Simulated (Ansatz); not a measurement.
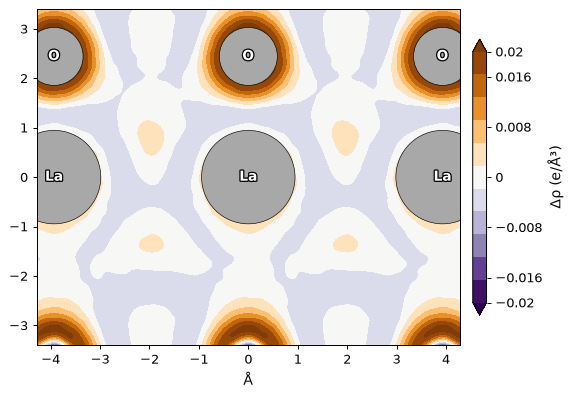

La2O3. Difference of the valence pseudo-densities of two functionals at the same geometry, on the (010) plane of the calculation cell: r2SCAN less PBE.

Both computed with Ansatz (plane waves, PAW), on the same k-point mesh. Grey discs cover the atomic cores.

Q: What does the difference map show?

A: Against PBE, r2SCAN gives more density around O (+0.015 e/Å³ on average at 0.7 Å from the nucleus), more density in the space between the atoms (+0.003 e/Å³ on average) and a change of −0.005 e/Å³ at the midpoint of La–O.
